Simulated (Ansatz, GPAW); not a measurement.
## 1T-NiSTe monolayer: work function by functional and basis

How far do functional and basis move the work function of 1T-NiSTe monolayer?

Main program and level: GPAW 26.7.0 and Ansatz 0.2.0; Ansatz plane waves; layer without images along its normal, relaxation of atoms and in-plane cell, in the first sound run; inputs show where later runs differ.

### Step 1. The starting structure

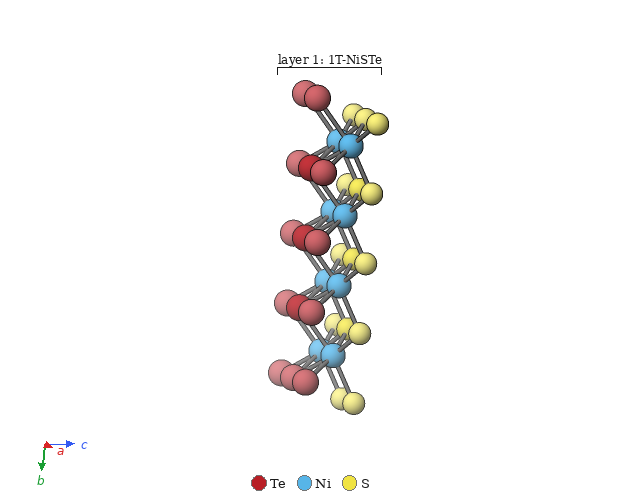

The cell as given, from the side, with the c axis across the page (tellurium red, nickel blue, sulfur yellow). 1×3×1 cells are drawn. Some periodic images of atoms are drawn too.

The cell holds 3 atoms: 1 Te, 1 Ni and 1 S. Cell: a = 3.565 Å, b = 3.565 Å, c = 18.341 Å, α = 90.0°, β = 90.0°, γ = 120.0°. Vacuum lies along c.

Coordinates:

```cif
data_structure
_symmetry_space_group_name_H-M 'P 1'
_symmetry_Int_Tables_number 1
_cell_length_a 3.5650
_cell_length_b 3.5650
_cell_length_c 18.3414
_cell_angle_alpha 90.000
_cell_angle_beta 90.000
_cell_angle_gamma 120.000
_cell_volume 201.88
loop_
_atom_site_label
_atom_site_type_symbol
_atom_site_fract_x
_atom_site_fract_y
_atom_site_fract_z
_atom_site_occupancy
Te1 Te 0.66667 0.33333 0.43617 1
Ni2 Ni 0.00000 0.00000 0.51506 1
S3 S 0.33333 0.66667 0.56383 1
```

### Step 2. Relaxation

Forces are removed first; all later runs use this geometry.

input.yaml reads:

```yaml
crystal:
  lattice:
    - [3.565, 0.0, 0.0]
    - [-1.7825, 3.0873805645, 0.0]
    - [0.0, 0.0, 18.34144055]
  atoms:
    - { symbol: Te, position: [0.6666666667, 0.3333333333, 0.4361707565] }
    - { symbol: Ni, position: [0.0, 0.0, 0.5150638704] }
    - { symbol: S, position: [0.3333333333, 0.6666666667, 0.5638292435] }
  periodic: [true, true, false]
kpoints:
  mp_grid: { grid: [9, 9, 1] }
hamiltonian:
  xc: pbe
scf:
  occupations: { method: fermi_dirac, width: 0.05 }
relax:
  f_tol: 0.01
  max_steps: 90
  cell: {}
```

Launch:

```bash
$ ansatz run input.yaml --threads 4 --pin off --max-ram 8192MiB --backend cpu --events-out ev --progress --plain --runs-dir out
```

Numbers of over 12 decimals in the logs are rounded to 6 here.

The log of the run:

```text
Warning: crystal.periodic: the lattice vector that does not repeat stood 0.000° off the slab's normal, 18.341 Å along it as the deck builds it. The run solves the slab on a vector along the normal, 28.483 Å long, with every atom where it was (on the deck's vector they left 16.00 Å outside them, and the widest stretch free of ions among them is 1.45 Å). A fractional position that the run reports is one of the run's ce [...]
crystal.periodic: the lattice vector that does not repeat stood 0.000° off the slab's normal, 18.341 Å along it as the deck builds it. The run solves the slab on a vector along the normal, 28.483 Å long, with every atom where it was (on the deck's vector they left 16.00 Å outside them, and the widest stretch free of ions among them is 1.45 Å). A fractional position that the run reports is one of the run's cell, which [...]
Engine: ansatz 0.2.0, x86_64-unknown-linux-gnu
Pseudopotentials: kind: paw
Pseudopotential: Te, paw, valence charge 16, recommended cutoff 420 eV (normal), Te.paw.azcp
Pseudopotential: Ni, paw, valence charge 18, recommended cutoff 420 eV (normal), Ni.paw.azcp
Pseudopotential: S, paw, valence charge 6, recommended cutoff 420 eV (normal), S.paw.azcp
Functional definition: PBE
  parameter kappa = 0.804
  parameter beta = 0.066725
  exchange = pbe_x(kappa = kappa, mu = beta*pi^2/3)
  correlation = pbe_c(beta = beta)
Crystal: 3 atoms, lattice volume = 313.497 Å³
Basis set: ecut = 420 eV, 6029 PW (Γ), exchange–correlation on 48×48×384 points (8 copies of the dense FFT grid, shifted against one another)
Bands: 24, of which v1, the nominal top of the filled ones, is band 20 counted from 1 (19 counted from 0)
Symmetry: 6 space group operations
Space group: P3m1 (ITA 156), of the structure as read, at distance tolerance 6.8e-5 Å
k-points: 12 of 81 (time reversal used)
Non-local potential: Te, projectors of the file, l = 0: 2, l = 1: 2, l = 2: 2, l = 3: 2
Non-local potential: Ni, projectors of the file, l = 0: 3, l = 1: 2, l = 2: 3, l = 3: 1
Non-local potential: S, projectors of the file, l = 0: 2, l = 1: 2, l = 2: 2
PAW form: soft (Blöchl's): semilocal exchange-correlation on the pseudo side does not see the compensation charge
PAW one-centre angular grid: Te, 590 points (default); XC on 64 Gauss nodes
PAW one-centre angular grid: Ni, 590 points (default); XC on 64 Gauss nodes
PAW one-centre angular grid: S, 110 points (default); XC on 64 Gauss nodes
Initial density: superposition of atomic densities (neutral atoms: chi_scale 0, normalization atom), corrected by the library's trained network
Initial wavefunctions: pseudopotential atomic-orbital guess
Functional: x = pbe(κ = 0.804, μ = 0.219515), c = pbe(β = 0.066725)
SCF iter   1: F=—  HF=-13722.025049 eV  |F-HF|=—  |Δ(HF+E_count)|=         —  Δρ=2.57e-3  dr2=1.01e-1  ethr=1.77e-3  ⟨swp⟩=13.9  Hψ=2249  notcnv=0
preconditioner: auto → LDOS  [metal: Δε(μ)=0.097 eV  Ē_g=7.754 eV  σ=0.050 eV  W_gap=0.38  n_scr=16 (ndim 8)  ℏωp=9.8 eV  f_vac=0.780  D(μ)=2.81/eV (n_scr^D=10)  β→1.0]
SCF iter   2: F=—  HF=-13722.021069 eV  |F-HF|=—  |Δ(HF+E_count)|=   3.98e-3  Δρ=9.52e-4  dr2=1.62e-2  ethr=2.53e-4  ⟨swp⟩=3.7  Hψ=526  notcnv=0
SCF iter   3: F=—  HF=-13722.021198 eV  |F-HF|=—  |Δ(HF+E_count)|=   1.29e-4  Δρ=1.31e-3  dr2=4.57e-3  ethr=4.06e-5  ⟨swp⟩=3.0  Hψ=622  notcnv=0
SCF iter   4: F=—  HF=-13722.020360 eV  |F-HF|=—  |Δ(HF+E_count)|=   8.38e-4  Δρ=4.58e-4  dr2=6.81e-4  ethr=1.14e-5  ⟨swp⟩=3.2  Hψ=644  notcnv=0
SCF iter   5: F=—  HF=-13722.020360 eV  |F-HF|=—  |Δ(HF+E_count)|=   1.16e-7  Δρ=1.34e-4  dr2=7.80e-5  ethr=1.70e-6  ⟨swp⟩=3.3  Hψ=644  notcnv=0
SCF iter   6: F=—  HF=-13722.020413 eV  |F-HF|=—  |Δ(HF+E_count)|=   5.37e-5  Δρ=5.45e-5  dr2=7.12e-6  ethr=1.95e-7  ⟨swp⟩=2.1  Hψ=425  notcnv=0
SCF iter   7: F=—  HF=-13722.020417 eV  |F-HF|=—  |Δ(HF+E_count)|=   3.97e-6  Δρ=2.08e-5  dr2=1.05e-6  ethr=1.78e-8  ⟨swp⟩=3.2  Hψ=597  notcnv=0
SCF iter   8: F=-13722.020419 eV  HF=-13722.020419 eV  |F-HF|=2.17e-7  |Δ(HF+E_count)|=   1.34e-6  Δρ=2.63e-6  dr2=3.23e-8  ethr=2.50e-10  ⟨swp⟩=5.3  Hψ=1659  notcnv=0
SCF 1 converged in 8 iterations: F = -13722.020419 eV  dr2 = 3.23e-8
  greatest PAW one-centre occupation: 1.000 electrons in one spin orbital (limit 2), on the Ni atom at site 1 (counted from 0), in its partial waves of l = 1
relax step   1: F+E_penalty+E_count = -13722.02041895 eV  Δ(F+E_penalty+E_count) = +0.000e0 eV  max|allowed force component| = 1.227e0 eV/Å  Δτ_max = 0.0000 Å  P = +2.710 N/m  Ω = 313.497 Å³  fix = [c, alpha, beta]  reactions: c +0.000 N/m  (8 SCF iters, dr2 threshold 1.00e-7 eV, accepted)
Crystal: 3 atoms, lattice volume = 310.091 Å³
Basis set: ecut = 420 eV, 5981 PW (Γ), exchange–correlation on 48×48×384 points (8 copies of the dense FFT grid, shifted against one another)
Initial density: handed on by an earlier stage of this run
Initial wavefunctions: those handed on with the density
iter 1 solved again at ethr=1.30e-4 eV; its pass at ethr=3.10e-3 eV (dr2=5.19e-2 eV) is discarded
SCF iter   1: F=—  HF=-13722.135236 eV  |F-HF|=—  |Δ(HF+E_count)|=         —  Δρ=4.52e-3  dr2=4.86e-2  ethr=1.30e-4  ⟨swp⟩=2.3  Hψ=2260  notcnv=0
preconditioner: auto → LDOS  [metal: Δε(μ)=0.114 eV  Ē_g=7.609 eV  σ=0.050 eV  W_gap=0.45  n_scr=16 (ndim 8)  ℏωp=9.9 eV  f_vac=0.772  D(μ)=2.96/eV (n_scr^D=10)  β→1.0]
SCF iter   2: F=—  HF=-13722.128954 eV  |F-HF|=—  |Δ(HF+E_count)|=   6.28e-3  Δρ=1.35e-3  dr2=6.19e-3  ethr=1.21e-4  ⟨swp⟩=2.6  Hψ=459  notcnv=0
SCF iter   3: F=—  HF=-13722.129960 eV  |F-HF|=—  |Δ(HF+E_count)|=   1.01e-3  Δρ=5.18e-4  dr2=7.37e-4  ethr=1.55e-5  ⟨swp⟩=3.0  Hψ=578  notcnv=0
SCF iter   4: F=—  HF=-13722.130263 eV  |F-HF|=—  |Δ(HF+E_count)|=   3.04e-4  Δρ=1.57e-4  dr2=2.09e-4  ethr=1.84e-6  ⟨swp⟩=3.1  Hψ=597  notcnv=0
SCF iter   5: F=—  HF=-13722.130323 eV  |F-HF|=—  |Δ(HF+E_count)|=   5.94e-5  Δρ=1.57e-4  dr2=5.70e-5  ethr=5.23e-7  ⟨swp⟩=2.8  Hψ=533  notcnv=0
SCF iter   6: F=—  HF=-13722.130312 eV  |F-HF|=—  |Δ(HF+E_count)|=   1.06e-5  Δρ=4.00e-5  dr2=3.40e-6  ethr=1.42e-7  ⟨swp⟩=3.2  Hψ=564  notcnv=0
SCF iter   7: F=-13722.130321 eV  HF=-13722.130319 eV  |F-HF|=2.22e-6  |Δ(HF+E_count)|=   6.68e-6  Δρ=7.21e-6  dr2=2.08e-7  ethr=7.50e-10  ⟨swp⟩=5.4  Hψ=1611  notcnv=0
SCF 2 converged in 7 iterations: F = -13722.130321 eV  dr2 = 2.08e-7
relax step   2: F+E_penalty+E_count = -13722.13032108 eV  Δ(F+E_penalty+E_count) = -1.099e-1 eV  max|allowed force component| = 3.086e-1 eV/Å  Δτ_max = 0.1134 Å  P = -0.155 N/m  Ω = 310.091 Å³  energy of the carried Pulay correction = +1.181e-4 eV  fix = [c, alpha, beta]  reactions: c -0.000 N/m  (7 SCF iters, dr2 threshold 3.00e-7 eV, accepted)
Crystal: 3 atoms, lattice volume = 304.438 Å³
Basis set: ecut = 420 eV, 5897 PW (Γ), exchange–correlation on 48×48×384 points (8 copies of the dense FFT grid, shifted against one another)
iter 1 solved again at ethr=8.23e-6 eV; its pass at ethr=3.10e-3 eV (dr2=3.29e-3 eV) is discarded
SCF iter   1: F=—  HF=-13722.139911 eV  |F-HF|=—  |Δ(HF+E_count)|=         —  Δρ=2.15e-3  dr2=3.33e-3  ethr=8.23e-6  ⟨swp⟩=3.2  Hψ=2451  notcnv=0
preconditioner: auto → LDOS  [metal: Δε(μ)=0.092 eV  Ē_g=7.620 eV  σ=0.050 eV  W_gap=0.39  n_scr=16 (ndim 8)  ℏωp=10.0 eV  f_vac=0.769  D(μ)=2.64/eV (n_scr^D=10)  β→1.0]
SCF iter   2: F=—  HF=-13722.140593 eV  |F-HF|=—  |Δ(HF+E_count)|=   6.82e-4  Δρ=6.91e-4  dr2=2.19e-3  ethr=8.23e-6  ⟨swp⟩=3.0  Hψ=660  notcnv=0
SCF iter   3: F=—  HF=-13722.140330 eV  |F-HF|=—  |Δ(HF+E_count)|=   2.63e-4  Δρ=5.77e-4  dr2=7.31e-4  ethr=5.48e-6  ⟨swp⟩=3.0  Hψ=601  notcnv=0
SCF iter   4: F=—  HF=-13722.140194 eV  |F-HF|=—  |Δ(HF+E_count)|=   1.36e-4  Δρ=1.13e-4  dr2=3.98e-5  ethr=1.83e-6  ⟨swp⟩=3.1  Hψ=567  notcnv=0
SCF iter   5: F=—  HF=-13722.140265 eV  |F-HF|=—  |Δ(HF+E_count)|=   7.08e-5  Δρ=7.57e-5  dr2=1.76e-5  ethr=9.94e-8  ⟨swp⟩=2.8  Hψ=551  notcnv=0
SCF iter   6: F=—  HF=-13722.140265 eV  |F-HF|=—  |Δ(HF+E_count)|=   6.74e-7  Δρ=2.06e-5  dr2=1.65e-6  ethr=4.40e-8  ⟨swp⟩=2.3  Hψ=449  notcnv=0
SCF iter   7: F=-13722.140267 eV  HF=-13722.140267 eV  |F-HF|=6.11e-8  |Δ(HF+E_count)|=   1.95e-6  Δρ=4.71e-6  dr2=7.39e-8  ethr=7.50e-10  ⟨swp⟩=5.3  Hψ=1639  notcnv=0
SCF 3 converged in 7 iterations: F = -13722.140267 eV  dr2 = 7.39e-8
relax step   3: F+E_penalty+E_count = -13722.14026744 eV  Δ(F+E_penalty+E_count) = -9.946e-3 eV  max|allowed force component| = 8.108e-2 eV/Å  Δτ_max = 0.0502 Å  P = -0.100 N/m  Ω = 304.438 Å³  energy of the carried Pulay correction = +3.171e-4 eV  fix = [c, alpha, beta]  reactions: c -0.000 N/m  (7 SCF iters, dr2 threshold 3.00e-7 eV, accepted)
[...]
relax step   4: F+E_penalty+E_count = -13722.14094138 eV  Δ(F+E_penalty+E_count) = -6.739e-4 eV  max|allowed force component| = 4.363e-2 eV/Å  Δτ_max = 0.0103 Å  P = +0.030 N/m  Ω = 305.090 Å³  energy of the carried Pulay correction = +2.939e-4 eV  fix = [c, alpha, beta]  reactions: c +0.000 N/m  (6 SCF iters, dr2 threshold 3.00e-7 eV, accepted)
[...]
relax step   5: F+E_penalty+E_count = -13722.14108646 eV  Δ(F+E_penalty+E_count) = -1.451e-4 eV  max|allowed force component| = 2.283e-2 eV/Å  Δτ_max = 0.0043 Å  P = +0.078 N/m  Ω = 305.336 Å³  energy of the carried Pulay correction = +2.852e-4 eV  fix = [c, alpha, beta]  reactions: c +0.000 N/m  (6 SCF iters, dr2 threshold 1.19e-7 eV, accepted)
[...]
relax step   6: F+E_penalty+E_count = -13722.14116251 eV  Δ(F+E_penalty+E_count) = -7.605e-5 eV  max|allowed force component| = 7.286e-4 eV/Å  Δτ_max = 0.0031 Å  P = +0.012 N/m  Ω = 305.976 Å³  energy of the carried Pulay correction = +2.626e-4 eV  fix = [c, alpha, beta]  reactions: c +0.000 N/m  (7 SCF iters, dr2 threshold 3.26e-8 eV, accepted)
Initial wavefunctions: pseudopotential atomic-orbital guess (no wavefunctions were taken with the density)
iter 1 solved again at ethr=2.24e-6 eV; its pass at ethr=3.10e-3 eV (dr2=8.94e-4 eV) is discarded
SCF iter   1: F=—  HF=-13722.140859 eV  |F-HF|=—  |Δ(HF+E_count)|=         —  Δρ=1.09e-5  dr2=6.60e-8  ethr=2.24e-6  ⟨swp⟩=5.2  Hψ=3341  notcnv=0
eigensolver tolerance schedule: the retry pair's looser diagonalisation over-reported the residual by 13544.02 of it (diagonalisation noise at an unbounded share of the residual, at the tolerance the schedule requests for it); recorded, not acted on — ethr = c·dr2/N_el stays at c = 1.0e-1
preconditioner: auto → LDOS  [metal: Δε(μ)=0.100 eV  Ē_g=7.584 eV  σ=0.050 eV  W_gap=0.39  n_scr=16 (ndim 8)  ℏωp=10.0 eV  f_vac=0.770  D(μ)=2.49/eV (n_scr^D=10)  β→1.0]
SCF iter   2: F=—  HF=-13722.140904 eV  |F-HF|=—  |Δ(HF+E_count)|=   4.45e-5  Δρ=6.43e-5  dr2=8.91e-6  ethr=1.65e-10  ⟨swp⟩=6.1  Hψ=1166  notcnv=0
SCF iter   3: F=—  HF=-13722.140902 eV  |F-HF|=—  |Δ(HF+E_count)|=   1.92e-6  Δρ=2.51e-5  dr2=1.74e-6  ethr=1.65e-10  ⟨swp⟩=3.6  Hψ=666  notcnv=0
SCF iter   4: F=—  HF=-13722.140903 eV  |F-HF|=—  |Δ(HF+E_count)|=   7.37e-7  Δρ=2.15e-5  dr2=9.58e-7  ethr=1.65e-10  ⟨swp⟩=3.1  Hψ=637  notcnv=0
SCF iter   5: F=—  HF=-13722.140903 eV  |F-HF|=—  |Δ(HF+E_count)|=   1.70e-8  Δρ=2.83e-6  dr2=2.62e-8  ethr=1.65e-10  ⟨swp⟩=2.5  Hψ=558  notcnv=0
SCF iter   6: F=—  HF=-13722.140903 eV  |F-HF|=—  |Δ(HF+E_count)|=   2.83e-7  Δρ=3.06e-7  dr2=1.78e-10  ethr=6.54e-11  ⟨swp⟩=2.4  Hψ=451  notcnv=0
SCF iter   7: F=—  HF=-13722.140903 eV  |F-HF|=—  |Δ(HF+E_count)|=   4.40e-8  Δρ=1.74e-7  dr2=1.03e-10  ethr=1.00e-12  ⟨swp⟩=3.3  Hψ=648  notcnv=0
SCF iter   8: F=-13722.140903 eV  HF=-13722.140903 eV  |F-HF|=1.08e-9  |Δ(HF+E_count)|=  4.53e-10  Δρ=4.34e-8  dr2=1.09e-11  ethr=1.00e-12  ⟨swp⟩=8.8  Hψ=1882  notcnv=0
SCF 7 converged in 8 iterations: F = -13722.140903 eV  dr2 = 1.09e-11
relax step   7: F+E_penalty+E_count = -13722.14090296 eV  Δ(F+E_penalty+E_count) = +2.595e-4 eV  max|allowed force component| = 6.642e-4 eV/Å  Δτ_max = 0.0000 Å  P = +0.013 N/m  Ω = 305.976 Å³  fix = [c, alpha, beta]  reactions: c +0.000 N/m  stress off target by 1.31e-2 N/m on what of the cell is left free  SCF on the basis re-selected at this cell (its energy is not comparable with the rows above)  (8 SCF iters)
basis re-selected at this cell: Δ(F+E_penalty+E_count) = +2.595e-4 eV, ΔP = +0.001 N/m vs the last step (what re-selecting the basis moved, of the pressure what is left beyond the Pulay correction that the steps carried, after the strain that the cell walked since its last selection, with what the two solves' SCF thresholds leave and, on support functions, any second-order correction that the steps lacked; it is no m [...]
SCF converged after 8 iterations
Free energy (F): -13722.140903 eV
Harris-Foulkes:  -13722.140903 eV  (|F-HF|=1.08e-9)
Internal energy: -13722.121313 eV  (E = F + TS)
E sigma→0 (E₀):  -13722.131108 eV
Entropy (-TS):   -0.019590 eV (-6.530 meV/atom)
Fermi energy:    -5.106977 eV
--- Per-component energies (eV) ---
  E_band       = -1269.051594
  E_kinetic    = 568.618077
  E_local      = -85072.065885  (includes V_loc(G=0)·N_el)
  E_nonlocal   = 353.323890
  E_hartree    = 42045.273220
  E_xc         = -305.496658
  E_vxc        = -299.995042  (∫ρ·V_xc dr)
  E_paw        = -6891.994409  (= ΣΔE_a)
  E_vpaw       = -909.479209  (= ΣTr[D̂ρ^β])
  E_aug_tail   = 0.000296  (compensation charges beyond the density's cutoff)
  E_ewald      = 35580.220155
  E_smearing   = -0.019590  (= −TS)
  E_closure    = -0.000000  (closes the sum)
  Σ components = -13722.140903   (vs F -13722.140903, Δ=0.00e0)
--- Forces (eV/Å), atoms counted from 1 ---
  atom   1  Te     0.00000000     0.00000000    -0.00044359
  atom   2  Ni     0.00000000    -0.00000000     0.00066387
  atom   3  S      0.00000000     0.00000000    -0.00022114
  max |Σ_I F_I| component: 8.63e-7 eV/Å
--- 2D stress c σ (N/m, compression-positive) ---
        0.013117      -0.000000      -0.000000
       -0.000000       0.013117       0.000000
       -0.000000       0.000000       0.000000
  P = ½ c Tr σ = 0.0131 N/m
--- Relaxed structure (6 steps of the walk, 6 accepted, 1 SCFs on fresh bases) ---
  F+E_penalty+E_count = -13722.14090296 eV   max|allowed force component| = 6.642e-4 eV/Å   (the final SCF, on the basis selected at the relaxed cell)
  cell:  # Å, volume = 305.9760 Å³
    - [3.521976, -3.1844069704365422e-18, 0]
    - [-1.760988, 3.050121, 0]
    - [0, 0, 28.482881]
  atoms:
    - { symbol: Te, position: [0.666667, 0.333333, 0.276556] }
    - { symbol: Ni, position: [0, 0, 0.330602] }
    - { symbol: S, position: [0.333333, 0.666667, 0.368462] }
```

Wall time 14 s (4 threads of Intel Xeon Platinum 8488C (Sapphire Rapids), shared host); peak memory 0.66 GiB.

This run has no spin polarisation, although Ni can carry a moment.

Step by step:

```tsv
step	energy less that of the first step (eV)	largest force component (eV/Å)	volume (Å³)
1	0.0000	1.2269	313.50
2	-0.1099	0.3086	310.09
3	-0.1198	0.0811	304.44
4	-0.1205	0.0436	305.09
5	-0.1207	0.0228	305.34
6	-0.1207	0.0007	305.98
7*	-0.1205	0.0007	305.98
```

Relaxation steps marked * repeat the geometry before them on a plane-wave basis chosen anew for their cell, so energy and pressure can jump there.

Forces are held to the 6 operations that the run works with; a distortion that breaks them can't arise in this run.

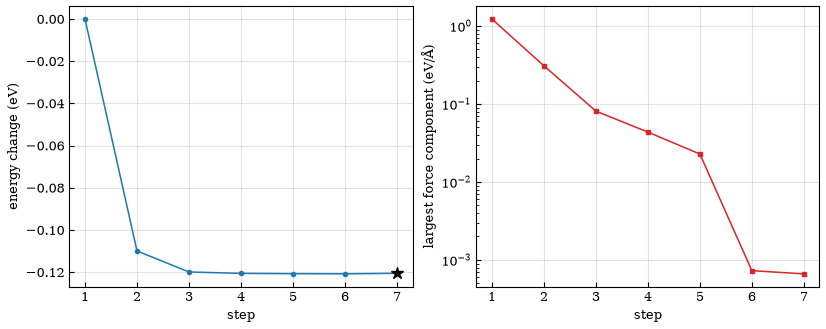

Energy and largest force along the relaxation. Stars mark steps on a basis chosen anew.

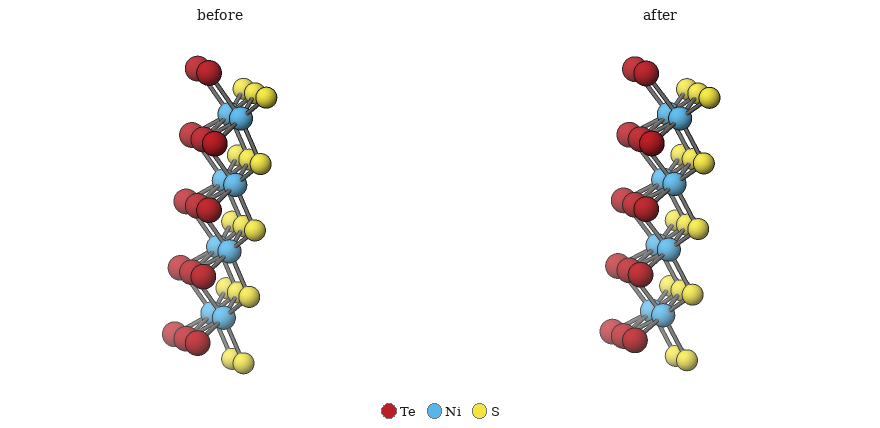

The structure before and after the relaxation, drawn at the same scale.

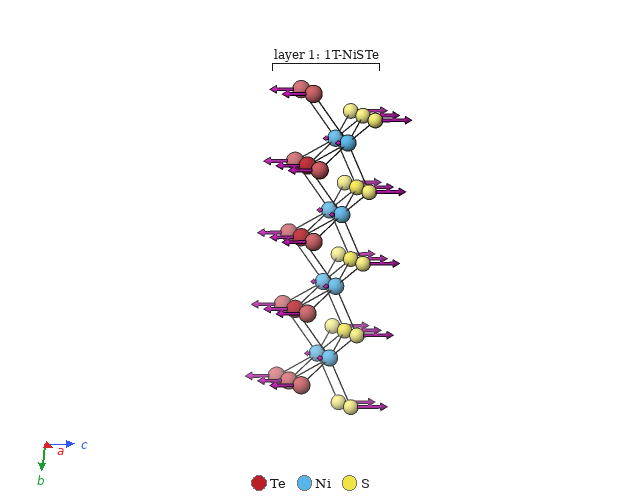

Displacements in the relaxation, exaggerated, measured against the changing cell; the longest in the cell stands for 0.15 Å. 1×3×1 cells are drawn. Some periodic images of atoms are drawn too.

```tsv
cell as run	before	after	change
a (Å)	3.565	3.522	-1.2 %
b (Å)	3.565	3.522	-1.2 %
```

The atoms that moved most (Å, along periodic axes as changes of fractional coordinates times the final cell, across vacuum about the mean position):

```tsv
atom	dx	dy	dz	length
S3	0.000	0.000	0.153	0.153
Te1	0.000	0.000	-0.123	0.123
Ni2	0.000	0.000	-0.031	0.031
```

Final coordinates:

```cif
data_structure
_symmetry_space_group_name_H-M 'P 1'
_symmetry_Int_Tables_number 1
_cell_length_a 3.5220
_cell_length_b 3.5220
_cell_length_c 28.4829
_cell_angle_alpha 90.000
_cell_angle_beta 90.000
_cell_angle_gamma 120.000
_cell_volume 305.98
loop_
_atom_site_label
_atom_site_type_symbol
_atom_site_fract_x
_atom_site_fract_y
_atom_site_fract_z
_atom_site_occupancy
Te1 Te 0.66667 0.33333 0.27656 1
Ni2 Ni 0.00000 0.00000 0.33060 1
S3 S 0.33333 0.66667 0.36846 1
```

This step gave:

```yaml
free_energy: -13722.1409 eV
smearing_term_ts: 0.01959 eV
symmetry_operations: 6
```

The relaxation lowered the energy of the cell by 0.120 eV.

(Part 1 of 3 ends here.)

[Logs are printed without paths, hosts, clocks, repeated set-up lines and the standing remarks that a program may print on its own settings, such as how far it seeks lower states.]

[Hosts, paths, dates, database ids (printed as entryN), source tags and the programs' standing remarks are cut or masked in the printed files.]
